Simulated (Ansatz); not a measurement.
Run report: HfN, geometry relaxation (part 2 of 2)

The same run, continued: HfN (slab, 14 atoms in the cell); DFT PBEsol, scalar-relativistic, plane waves, PAW, no spin polarisation (Ansatz 0.2.0); cutoff 420 eV, 11×8×1 k-mesh, Gaussian smearing of 0.1 eV. It belongs to a series of runs on one base structure; here: (1 1 0) slab, atoms relaxed.

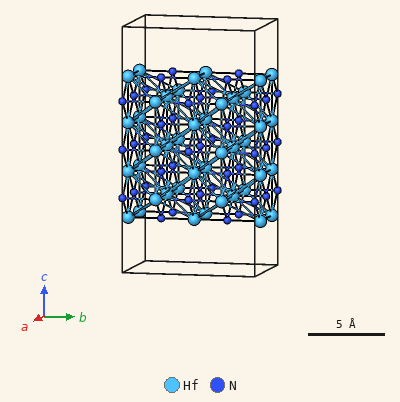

**Figure 1.** The geometry at step 3 of the log (ball-and-stick view of the 2 × 2 repeat of the cell, with the vacuum cut short, seen slightly off an axis).

Output, continued:
```
--- Forces (eV/Å), atoms counted from 1 ---
  atom   1  Hf     0.00000000     0.00000000     0.00969107
  atom   2  N      0.00000000     0.00000000    -0.01625786
  atom   3  Hf     0.00000000     0.00000000     0.00429958
  atom   4  N      0.00000000     0.00000000    -0.01615284
  atom   5  Hf     0.00000000     0.00000000    -0.01611962
  atom   6  N      0.00000000     0.00000000    -0.01398925
  atom   7  Hf     0.00000000     0.00000000     0.00000004
  atom   8  N      0.00000000     0.00000000    -0.00000015
  atom   9  Hf     0.00000000     0.00000000     0.01611884
  atom  10  N      0.00000000     0.00000000     0.01398946
  atom  11  Hf     0.00000000     0.00000000    -0.00429870
  atom  12  N      0.00000000     0.00000000     0.01615224
  atom  13  Hf     0.00000000     0.00000000    -0.00969032
  atom  14  N      0.00000000     0.00000000     0.01625827
  max |Σ_I F_I| component: 7.62e-7 eV/Å
--- Band table (eV; the first three rows and the last of 30) ---
  k-point 0: bands = ["-53.7688", "-53.7650", "-53.7630", "-53.6344", "-53.6324", "-53.3708", "-53.3707", "-22.8891", "-22.8868", "-22.8427", "-22.7215", "-22.6985", "-22.6237", "-22.5451", "-22.4458", "-22.4229", "-22.3967", "-22.3083", "-22.2922", "-22.2872", "-22.2029", "-22.1808", "-22.1523", "-22.0973", "-22.0321", "-22.0203", "-21.8991", "-21.8976", "-8.3283", "-7.7545", "-7.3571", "-6.9045", "-6.8315", "-5.6128", "-5.5628", "-3.7451", "-3.7448", "-3.7399", "-3.7393", "-3.7242", "-3.7239", "-3.7083", "-3.6932", "-3.6932", "-3.6920", "-3.6881", "-3.6881", "-3.6823", "-3.6780", "-3.6728", "-3.6722", "-3.6721", "-3.6636", "-3.6561", "-3.6303", "-3.6303", "-3.5902", "-3.5888", "-3.5760", "-3.5734", "-3.5618", "-3.5597", "-3.5544", "-3.5541", "-3.5518", "-3.5457", "-3.5431", "-3.5274", "-3.5248", "-3.5191", "-3.3193", "-3.3192", "-3.2904", "-3.2896", "-3.2886", "-3.2880", "-3.2847", "-3.2846", "-3.2642", "-3.2641", "-3.2552", "-3.2544", "-3.2201", "-3.2043", "1.4916", "1.7735", "2.5867", "3.1209", "3.2190", "3.3927", "3.4479", "3.4752", "3.5372", "3.6209", "4.1540", "4.4021", "4.4977", "4.5489", "4.9148", "5.1472", "5.8946", "5.9706", "6.2249", "6.2251", "6.6167", "6.7124", "7.8555", "8.6187", "8.7833", "8.9462", "9.0613", "9.2367", "9.2948", "9.5238", "10.0122", "10.1028", "10.1091", "10.4410", "10.9679", "11.0781", "11.3776", "11.4808", "11.5271", "11.5903", "11.5926", "11.9412", "12.0573", "12.5075", "12.5217", "12.6033", "12.7628"]
  k-point 1: bands = ["-53.7678", "-53.7646", "-53.7627", "-53.6352", "-53.6322", "-53.3713", "-53.3713", "-22.9346", "-22.8934", "-22.8789", "-22.7522", "-22.6623", "-22.6195", "-22.5043", "-22.4557", "-22.4145", "-22.3592", "-22.3428", "-22.3024", "-22.2884", "-22.1803", "-22.1583", "-22.1338", "-22.1164", "-22.0423", "-22.0215", "-21.9053", "-21.9039", "-8.2140", "-7.6559", "-7.3007", "-6.8271", "-6.7669", "-5.5440", "-5.4917", "-3.7450", "-3.7450", "-3.7396", "-3.7390", "-3.7213", "-3.7213", "-3.7029", "-3.6931", "-3.6931", "-3.6907", "-3.6884", "-3.6877", "-3.6825", "-3.6770", "-3.6707", "-3.6649", "-3.6634", "-3.6623", "-3.6556", "-3.6298", "-3.6298", "-3.5830", "-3.5826", "-3.5769", "-3.5719", "-3.5609", "-3.5606", "-3.5556", "-3.5529", "-3.5507", "-3.5443", "-3.5438", "-3.5277", "-3.5239", "-3.5145", "-3.3126", "-3.3126", "-3.2898", "-3.2889", "-3.2876", "-3.2872", "-3.2846", "-3.2844", "-3.2639", "-3.2638", "-3.2551", "-3.2544", "-3.2156", "-3.1978", "1.3411", "1.6026", "2.4288", "2.8235", "3.0685", "3.1904", "3.4142", "3.4232", "3.4810", "3.5627", "3.8984", "4.3221", "4.4928", "4.4975", "4.8125", "4.8294", "5.4829", "5.5851", "5.9227", "6.1395", "6.5799", "6.5984", "7.8926", "8.5938", "8.8408", "9.1428", "9.1438", "9.2158", "9.5807", "9.6114", "10.0711", "10.1878", "10.3552", "10.5350", "10.8374", "11.4866", "11.5658", "11.6320", "11.6382", "11.9742", "12.0644", "12.1990", "12.4208", "12.6072", "12.6098", "12.8370", "12.8558"]
  k-point 2: bands = ["-53.7655", "-53.7638", "-53.7618", "-53.6372", "-53.6317", "-53.3725", "-53.3725", "-23.0179", "-22.9563", "-22.8511", "-22.8480", "-22.6042", "-22.6022", "-22.5279", "-22.4130", "-22.3920", "-22.3521", "-22.3116", "-22.2872", "-22.2792", "-22.1788", "-22.1745", "-22.1207", "-22.1160", "-22.0452", "-22.0155", "-21.9208", "-21.9201", "-7.9114", "-7.4010", "-7.1738", "-6.6282", "-6.6080", "-5.3727", "-5.3143", "-3.7451", "-3.7447", "-3.7389", "-3.7385", "-3.7153", "-3.7151", "-3.6930", "-3.6930", "-3.6911", "-3.6874", "-3.6871", "-3.6834", "-3.6823", "-3.6723", "-3.6630", "-3.6610", "-3.6542", "-3.6436", "-3.6406", "-3.6286", "-3.6286", "-3.5789", "-3.5698", "-3.5692", "-3.5673", "-3.5601", "-3.5583", "-3.5576", "-3.5501", "-3.5479", "-3.5454", "-3.5355", "-3.5285", "-3.5219", "-3.5014", "-3.2978", "-3.2978", "-3.2884", "-3.2872", "-3.2858", "-3.2855", "-3.2809", "-3.2804", "-3.2632", "-3.2632", "-3.2549", "-3.2541", "-3.2016", "-3.1762", "0.9586", "1.1787", "2.0124", "2.1674", "2.6399", "2.9478", "3.1464", "3.2039", "3.3008", "3.4333", "3.5945", "3.8112", "3.9771", "4.3743", "4.5196", "4.6497", "4.6500", "4.7436", "5.7585", "5.9618", "6.3443", "6.5741", "7.9827", "8.5442", "8.8751", "8.9379", "9.7452", "10.0015", "10.0095", "10.1968", "10.3253", "10.5816", "10.7627", "11.0020", "11.0225", "11.6605", "11.7336", "11.8481", "12.0676", "12.0730", "12.3036", "12.6969", "12.8218", "12.9639", "13.0365", "13.0939", "13.5801"]
  k-point 29: bands = ["-53.7422", "-53.7421", "-53.7385", "-53.6190", "-53.6101", "-53.3526", "-53.3525", "-23.0613", "-23.0428", "-22.9437", "-22.8330", "-22.7955", "-22.7591", "-22.7209", "-22.7182", "-22.6551", "-22.6033", "-22.4336", "-22.4244", "-22.3675", "-22.3382", "-22.2562", "-22.1270", "-22.1183", "-22.1034", "-22.0913", "-22.0851", "-22.0765", "-6.8753", "-6.7063", "-6.6124", "-6.2128", "-6.1605", "-4.8117", "-4.8012", "-3.7239", "-3.7239", "-3.7195", "-3.7193", "-3.7137", "-3.7136", "-3.6909", "-3.6908", "-3.6894", "-3.6890", "-3.6878", "-3.6858", "-3.6732", "-3.6557", "-3.6521", "-3.6488", "-3.6480", "-3.6252", "-3.6103", "-3.5826", "-3.5727", "-3.5694", "-3.5662", "-3.5589", "-3.5532", "-3.5454", "-3.5374", "-3.5331", "-3.5304", "-3.5251", "-3.5247", "-3.5221", "-3.4914", "-3.4657", "-3.4519", "-3.2976", "-3.2975", "-3.2881", "-3.2871", "-3.2871", "-3.2860", "-3.2692", "-3.2688", "-3.2520", "-3.2520", "-3.2157", "-3.2121", "-3.1445", "-3.1268", "0.3284", "0.4258", "1.1964", "1.2563", "2.1384", "2.3116", "2.7863", "2.8900", "2.9219", "2.9540", "2.9685", "3.1261", "3.2329", "3.3233", "3.3463", "3.8770", "4.0396", "4.4896", "4.4925", "5.4521", "5.4549", "9.2581", "9.2610", "10.3653", "10.4054", "10.4758", "10.4795", "10.7216", "10.9472", "11.2024", "11.2540", "11.4678", "11.6002", "11.6640", "11.8220", "12.0613", "12.2106", "12.2884", "12.7113", "12.7656", "12.8933", "13.5190", "13.5465", "14.0902", "14.3624", "14.5724", "14.6495"]
--- Relaxed structure (4 steps of the walk, 4 accepted, 0 SCFs on fresh bases) ---
  F+E_penalty+E_count = -111856.42445774 eV   max|allowed force component| = 1.626e-2 eV/Å
  atoms:
    - { symbol: Hf, position: [0.5000000000000001, 0.0, 0.3090752098898941] }
    - { symbol: N, position: [0.5000000000000001, 0.5000000000000001, 0.3091248702404854] }
    - { symbol: Hf, position: [0.0, 0.5000000000000001, 0.367628166033334] }
    - { symbol: N, position: [0.0, 0.0, 0.36890641014194525] }
    - { symbol: Hf, position: [0.5000000000000001, 0.0, 0.434236347038207] }
    - { symbol: N, position: [0.5000000000000001, 0.5000000000000001, 0.4360191623628401] }
    - { symbol: Hf, position: [0.0, 0.5000000000000001, 0.49999999979751697] }
    - { symbol: N, position: [0.0, 0.0, 0.5000000019468464] }
    - { symbol: Hf, position: [0.5000000000000001, 0.0, 0.5657636565965386] }
    - { symbol: N, position: [0.5000000000000001, 0.5000000000000001, 0.5639808359497382] }
    - { symbol: Hf, position: [0.0, 0.5000000000000001, 0.6323718326532292] }
    - { symbol: N, position: [0.0, 0.0, 0.6310935932838495] }
    - { symbol: Hf, position: [0.5000000000000001, 0.0, 0.6909247853238071] }
    - { symbol: N, position: [0.5000000000000001, 0.5000000000000001, 0.6908751287417692] }
```

Trajectory as extended XYZ (Å, eV, eV/Å), 4 frames, from step=1 to step=4:
```
14
Lattice="3.1831 0.0000 0.0000 0.0000 4.5016 0.0000 0.0000 0.0000 24.5492" Properties=species:S:1:pos:R:3:forces:R:3 step=1 energy=-111856.11247
Hf    1.5915    0.0000    7.5000    0.0000   0.0000   0.8853
N     1.5915    2.2508    7.5000    0.0000   0.0000   1.0416
Hf    0.0000    2.2508    9.0915    0.0000   0.0000  -1.4129
N     0.0000    0.0000    9.0915    0.0000   0.0000  -0.6106
Hf    1.5915    0.0000   10.6831    0.0000   0.0000  -0.4317
N     1.5915    2.2508   10.6831    0.0000   0.0000   0.1890
Hf    0.0000    2.2508   12.2746    0.0000   0.0000   0.0000
N     0.0000    0.0000   12.2746    0.0000   0.0000   0.0000
Hf    1.5915    0.0000   13.8662    0.0000   0.0000   0.4317
N     1.5915    2.2508   13.8662    0.0000   0.0000  -0.1890
Hf    0.0000    2.2508   15.4577    0.0000   0.0000   1.4129
N     0.0000    0.0000   15.4577    0.0000   0.0000   0.6106
Hf    1.5915    0.0000   17.0492    0.0000   0.0000  -0.8853
N     1.5915    2.2508   17.0492    0.0000   0.0000  -1.0416
14
Lattice="3.1831 0.0000 0.0000 0.0000 4.5016 0.0000 0.0000 0.0000 24.5492" Properties=species:S:1:pos:R:3:forces:R:3 step=2 energy=-111856.39190
Hf    1.5915    0.0000    7.5979    0.0000   0.0000  -0.0329
N     1.5915    2.2508    7.5868    0.0000   0.0000   0.0680
Hf    0.0000    2.2508    9.0428    0.0000   0.0000  -0.3228
N     0.0000    0.0000    9.0826    0.0000   0.0000  -0.2814
Hf    1.5915    0.0000   10.6539    0.0000   0.0000   0.2549
N     1.5915    2.2508   10.6696    0.0000   0.0000   0.5214
Hf    0.0000    2.2508   12.2746    0.0000   0.0000   0.0000
N     0.0000    0.0000   12.2746    0.0000   0.0000   0.0000
Hf    1.5915    0.0000   13.8953    0.0000   0.0000  -0.2549
N     1.5915    2.2508   13.8797    0.0000   0.0000  -0.5214
Hf    0.0000    2.2508   15.5064    0.0000   0.0000   0.3228
N     0.0000    0.0000   15.4666    0.0000   0.0000   0.2814
Hf    1.5915    0.0000   16.9513    0.0000   0.0000   0.0329
N     1.5915    2.2508   16.9624    0.0000   0.0000  -0.0680
14
Lattice="3.1831 0.0000 0.0000 0.0000 4.5016 0.0000 0.0000 0.0000 24.5492" Properties=species:S:1:pos:R:3:forces:R:3 step=3 energy=-111856.42398
Hf    1.5915    0.0000    7.5787    0.0000   0.0000   0.0364
N     1.5915    2.2508    7.5818    0.0000   0.0000  -0.0010
Hf    0.0000    2.2508    9.0198    0.0000   0.0000  -0.0053
N     0.0000    0.0000    9.0520    0.0000   0.0000  -0.0278
Hf    1.5915    0.0000   10.6555    0.0000   0.0000   0.0229
N     1.5915    2.2508   10.6961    0.0000   0.0000   0.0570
Hf    0.0000    2.2508   12.2746    0.0000   0.0000   0.0000
N     0.0000    0.0000   12.2746    0.0000   0.0000   0.0000
Hf    1.5915    0.0000   13.8937    0.0000   0.0000  -0.0229
N     1.5915    2.2508   13.8531    0.0000   0.0000  -0.0570
Hf    0.0000    2.2508   15.5295    0.0000   0.0000   0.0053
N     0.0000    0.0000   15.4972    0.0000   0.0000   0.0278
Hf    1.5915    0.0000   16.9705    0.0000   0.0000  -0.0364
N     1.5915    2.2508   16.9674    0.0000   0.0000   0.0010
14
Lattice="3.1831 0.0000 0.0000 0.0000 4.5016 0.0000 0.0000 0.0000 24.5492" Properties=species:S:1:pos:R:3:forces:R:3 step=4 energy=-111856.42446
Hf    1.5915    0.0000    7.5876    0.0000   0.0000   0.0097
N     1.5915    2.2508    7.5888    0.0000   0.0000  -0.0163
Hf    0.0000    2.2508    9.0250    0.0000   0.0000   0.0043
N     0.0000    0.0000    9.0564    0.0000   0.0000  -0.0162
Hf    1.5915    0.0000   10.6602    0.0000   0.0000  -0.0161
N     1.5915    2.2508   10.7039    0.0000   0.0000  -0.0140
Hf    0.0000    2.2508   12.2746    0.0000   0.0000   0.0000
N     0.0000    0.0000   12.2746    0.0000   0.0000   0.0000
Hf    1.5915    0.0000   13.8891    0.0000   0.0000   0.0161
N     1.5915    2.2508   13.8453    0.0000   0.0000   0.0140
Hf    0.0000    2.2508   15.5242    0.0000   0.0000  -0.0043
N     0.0000    0.0000   15.4929    0.0000   0.0000   0.0162
Hf    1.5915    0.0000   16.9617    0.0000   0.0000  -0.0097
N     1.5915    2.2508   16.9605    0.0000   0.0000   0.0163
```

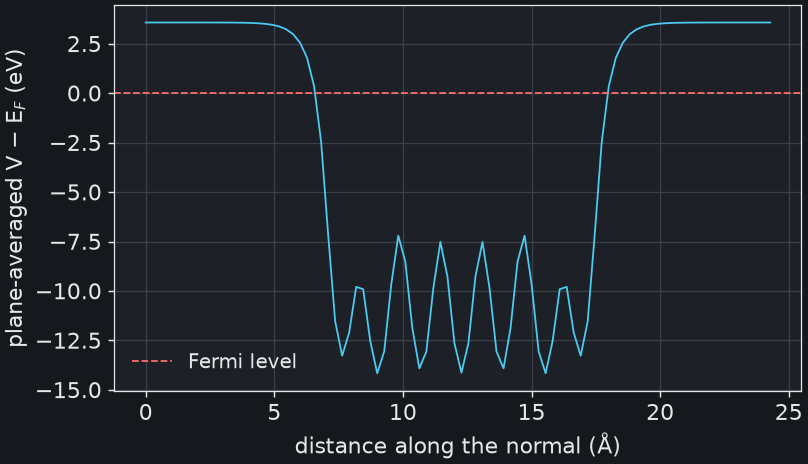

**Figure 2.** Plane average of the electrostatic potential energy of an electron across the cell, from the Fermi level. The vacuum level lies 3.58 eV above the Fermi level.

The run was set up as follows.

Input file:
```yaml
crystal:
  lattice:
    - [3.1830776068, 0.0, 0.0]
    - [0.0, 4.5015515216, 0.0]
    - [0.0, 0.0, 24.5492328204]
  atoms:
    - { symbol: Hf, position: [0.5, 0.0, 0.3055085287] }
    - { symbol: "N", position: [0.5, 0.5, 0.3055085287] }
    - { symbol: Hf, position: [0.0, 0.5, 0.3703390191] }
    - { symbol: "N", position: [0.0, 0.0, 0.3703390191] }
    - { symbol: Hf, position: [0.5, 0.0, 0.4351695096] }
    - { symbol: "N", position: [0.5, 0.5, 0.4351695096] }
    - { symbol: Hf, position: [0.0, 0.5, 0.5] }
    - { symbol: "N", position: [0.0, 0.0, 0.5] }
    - { symbol: Hf, position: [0.5, 0.0, 0.5648304904] }
    - { symbol: "N", position: [0.5, 0.5, 0.5648304904] }
    - { symbol: Hf, position: [0.0, 0.5, 0.6296609809] }
    - { symbol: "N", position: [0.0, 0.0, 0.6296609809] }
    - { symbol: Hf, position: [0.5, 0.0, 0.6944914713] }
    - { symbol: "N", position: [0.5, 0.5, 0.6944914713] }
basis:
  ecutwfc: 420
kpoints:
  mp_grid: { grid: [11, 8, 1] }
hamiltonian:
  xc: pbesol
scf:
  occupations: { method: gaussian, width: 0.1 }
output:
  forces: true
  eigenvalues: true
relax:
  adjacent_minimum: "off"
  f_tol: 0.02
  max_steps: 60
efield:
  axis: 3
  dipole_correction: true
  ramp_width: 0.04
```

Launch command:
```bash
ansatz run input.yaml --threads 2 --pin off --max-ram 4096MiB --backend cpu --events-out ev --progress --plain --runs-dir out
```

Results in brief:

- outcome: converged
- electrons treated: 217
- free energy: −111856.4245 eV
- work function, top face: 3.58 eV
- work function, bottom face: 3.58 eV
- Fermi energy: 8.870 eV
- gap on the k-point mesh: none (metallic)
- final volume: 351.76 Å³
- work function (upper face): 3.58 eV
- largest force (length of the vector) at the end: 0.016 eV/Å
- hardware: 2 threads of Intel Xeon (Granite Rapids), 64 GiB of memory available, shared host
- wall time: 3.2 min (CPU time 6.3 min)
- peak memory: 1.6 GiB

Spin–orbit coupling is left out, which matters for Hf. The cell holds an odd number of electrons but the run has no spin polarisation, so it comes out as a metal.
